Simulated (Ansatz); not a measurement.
Al15As16: several calculations on one system

### Relaxation

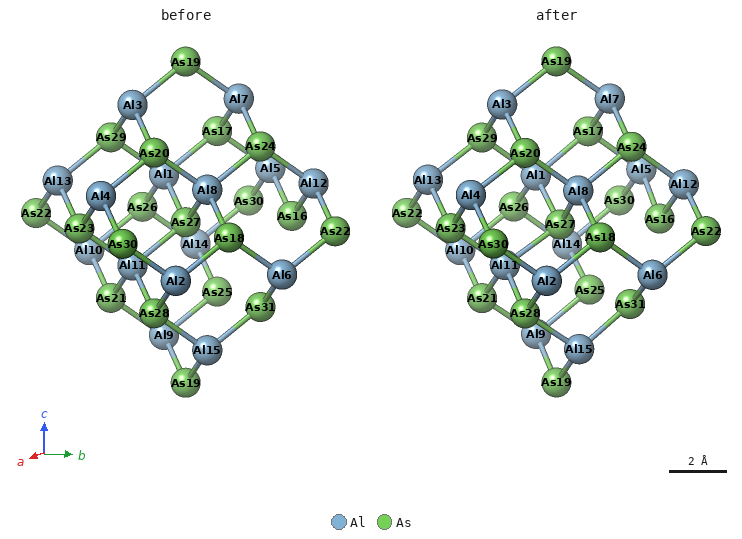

The structure of a defect cell of composition Al$_{15}$As$_{16}$ before (left) and after (right) a relaxation, at one scale.

Style: ball-and-stick. Shown: the atoms within 5.8 Å of the atom that moves most (axes of the conventional cell (2 times the calculation's cell) (origin shifted)), slightly off an axis. Lengths and directions refer to the drawn axes.

Case: Al vacancy (site a), charge +0, atoms relaxed at the host's cell.

The calculation used Ansatz, DFT PBE, scalar-relativistic, plane waves, PAW. Settings: plane-wave cutoff 420 eV; k-point mesh 2 × 2 × 2; occupations gaussian; smearing width 0.01 eV; collinear spin; atoms relaxed in a fixed cell; force threshold 0.025 eV/Å; at most 45 steps.

**Summarise the run.**

The largest moves, 0.15 Å, are those of As16, As25, As27 and As31. As27 goes along [−1 1 −1]. Largest moves by element: As 0.15 Å, Al 0.05 Å. The cell doesn't change. Among the contacts that change: Al11–As23 2.480 → 2.510 Å, Al10–As21 2.480 → 2.494 Å, Al11–As21 2.480 → 2.485 Å. Among the angles between lasting bonds that change: As20–Al8–As27 109.5° → 113.1°, Al1–As27–Al8 109.5° → 106.3°. After 2 geometry steps the energy has fallen by 0.120 eV per cell of the calculation. The largest force component goes from 0.13 to 0.0041 eV/Å.

### Relaxation

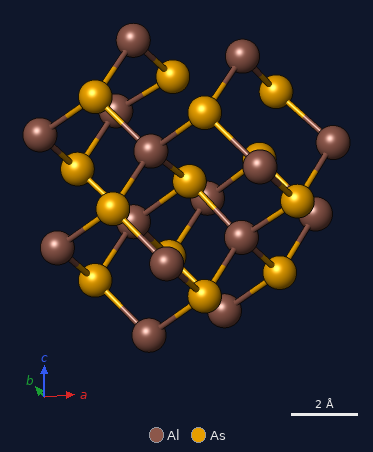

A defect cell of composition Al₁₅As₁₆ (cell charge −1), before the relaxation. Style: ball-and-stick. Shown: the atoms within 5.0 Å of the atom that moves most (axes of the conventional cell (2 times the calculation's cell)), slightly off an axis. Lengths and directions refer to the drawn axes.

Case: Al vacancy (site a), charge -1, atoms relaxed at the host's cell.

All numbers below come from DFT PBE, scalar-relativistic, plane waves, PAW in Ansatz.

Input file:
```yaml
crystal:
  lattice:
    - [-5.7279123196, 5.7279123196, 5.7279123196]
    - [5.7279123196, -5.7279123196, 5.7279123196]
    - [5.7279123196, 5.7279123196, -5.7279123196]
  atoms:
    - { symbol: Al, position: [0.5, 0.2482820218, 0.2546134091] }
    - { symbol: Al, position: [0.5, 0.5, 0.0] }
    - { symbol: Al, position: [0.7482820218, 0.7546134091, 0.5] }
    - { symbol: Al, position: [0.5, 0.7546134091, 0.7482820218] }
    - { symbol: Al, position: [0.7482820218, 0.0, 0.2546134091] }
    - { symbol: Al, position: [0.7453865909, 0.2453865909, -0.0063313873] }
    - { symbol: Al, position: [0.0, 0.5, 0.5] }
    - { symbol: Al, position: [0.7453865909, 0.4936686127, 0.7453865909] }
    - { symbol: Al, position: [0.0063313873, 0.7517179782, 0.2517179782] }
    - { symbol: Al, position: [0.0, 0.0, 0.0] }
    - { symbol: Al, position: [0.2546134091, 0.2482820218, 0.5] }
    - { symbol: Al, position: [-0.0063313873, 0.2453865909, 0.7453865909] }
    - { symbol: Al, position: [0.2517179782, 0.5063313873, 0.2517179782] }
    - { symbol: Al, position: [0.2517179782, 0.7517179782, 0.0063313873] }
    - { symbol: Al, position: [0.2546134091, 0.0, 0.7482820218] }
    - { symbol: As, position: [0.734516483, 1.0, 0.5], spin: 0.5 }
    - { symbol: As, position: [0.7485513058, 0.2485513058, 0.2487649352] }
    - { symbol: As, position: [0.7512350648, 0.4997863706, -0.0002136294] }
    - { symbol: As, position: [1.0002136294, 0.7514486942, 0.5] }
    - { symbol: As, position: [0.7485513058, 0.7487649352, 0.7485513058] }
    - { symbol: As, position: [1.0002136294, 1.0, 0.2514486942] }
    - { symbol: As, position: [-0.0002136294, 0.2512350648, -0.0002136294] }
    - { symbol: As, position: [0.2514486942, 0.5002136294, 0.5] }
    - { symbol: As, position: [-0.0002136294, 0.4997863706, 0.7512350648] }
    - { symbol: As, position: [0.265483517, 0.765483517, 0.265483517], spin: 0.5 }
    - { symbol: As, position: [0.2514486942, 0.0, 0.0002136294] }
    - { symbol: As, position: [0.5, 0.234516483, 0.5], spin: 0.5 }
    - { symbol: As, position: [0.2487649352, 0.2485513058, 0.7485513058] }
    - { symbol: As, position: [0.5, 0.5002136294, 0.2514486942] }
    - { symbol: As, position: [0.5, 0.7514486942, 0.0002136294] }
    - { symbol: As, position: [0.5, 0.0, 0.734516483], spin: 0.5 }
  host:
    lattice:
      - [0.0, 2.8639561598, 2.8639561598]
      - [2.8639561598, 0.0, 2.8639561598]
      - [2.8639561598, 2.8639561598, 0.0]
    atoms:
      - { symbol: Al, position: [0.0, 0.0, 0.0] }
      - { symbol: As, position: [0.75, 0.75, 0.75] }
total_charge: -1
basis:
  ecutwfc: 420
  xc_grid: 2
kpoints:
  mp_grid: { grid: [2, 2, 2], shift: [0.0, 0.0, 0.0] }
hamiltonian:
  xc: pbe
scf:
  occupations: { method: gaussian, width: 0.01 }
output:
  forces: true
  stress: false
  eigenvalues: true
  populations: true
  charged_corrections:
    defect_position: [0.5, 0.0, 0.5]
    epsilon: [[11.5641, 0.0, 0.0], [0.0, 11.5641, 0.0], [0.0, 0.0, 11.5641]]
  write_density: true
  write_potential: true
  elf: true
  volumetric_format: npy
magnetization:
  spin_polarized: true
relax:
  adjacent_minimum: "off"
  f_tol: 0.025
  max_steps: 45
```

Run as
```bash
ansatz run input.yaml --threads 4 --pin off --max-ram 10240MiB --backend cpu --events-out ev --progress --plain --runs-dir out
```

Q: What does the optimiser find from here?

A: The largest moves, 0.062 Å, are those of As16, As25, As27 and As31. As25 goes along [1 1 1]. By element the largest moves are As 0.062 Å, Al 0.033 Å. The lattice vectors keep their values. Near-neighbour distances that change, for instance: Al11–As21 2.485 → 2.498 Å, Al13–As22 2.510 → 2.517 Å, Al11–As27 2.483 → 2.477 Å. Bond angles that change, for instance: As22–Al13–As25 113.1° → 115.4°. Over 1 accepted move (2 points after the start) the energy falls by 41.0 meV per cell of the calculation. Largest force component: 0.17 eV/Å at the start, 0.014 eV/Å at the end. 1 step only repeated the SCF at the same geometry. Cost: 50 s on 4 threads of AMD EPYC 7R43 64-Core Processor (Zen 3), on a shared host, peak memory 2.7 GiB.

The end point in the same view:

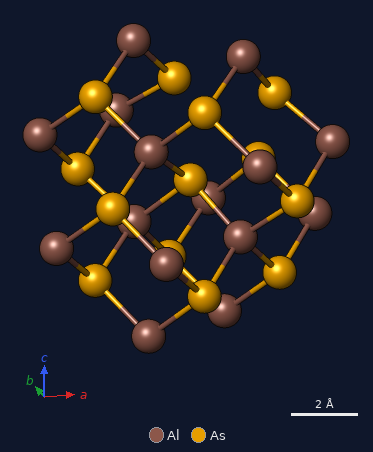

Limits of the set-up: the cell is charged, on a uniform background, and energies carry no finite-size correction.

### Defect

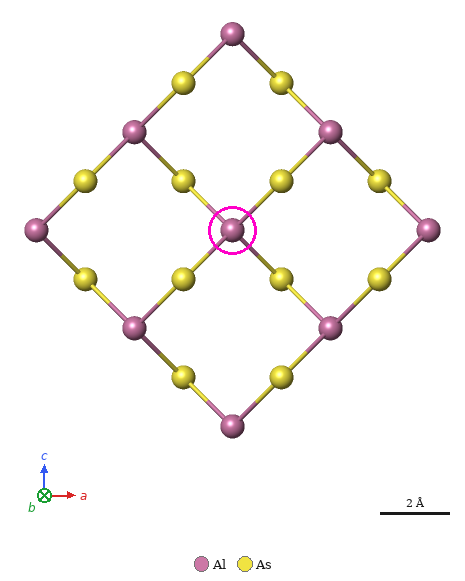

Perfect AlAs. Style: ball-and-stick. Shown: the atoms within 6.0 Å of one point, in a slice 3.4 Å thick across the line of sight, along the b axis.

Theory: DFT PBE, scalar-relativistic, plane waves, PAW (Ansatz 0.2.0). (plane-wave cutoff 420 eV; k-point mesh 2 × 2 × 2; occupations gaussian; smearing width 0.01 eV; collinear spin) The cell is small and the k-mesh coarse, so the numbers are rough. The axes drawn are those of the host's conventional cell.

An aluminium atom is taken out (a vacancy) at the ringed place, in charge state 0. The supercell has 32 sites, and the atoms are relaxed at the host's cell.

Q: Predict the relaxed surroundings of the defect.

A: Around the empty Al site the host had 4 As at 2.48 Å; after relaxation the nearest atoms are 4 As at 2.33 Å. Of the host's atoms, an arsenic atom moves furthest from its site, by 0.15 Å. Relaxing the atoms from the host's sites lowers the energy by 0.12 eV. At a tolerance of 0.02 Å the relaxed supercell has space group I-43m.

The relaxed defect, seen from the same direction:

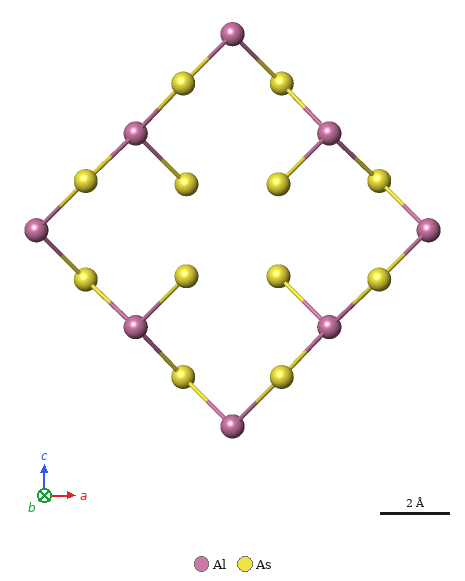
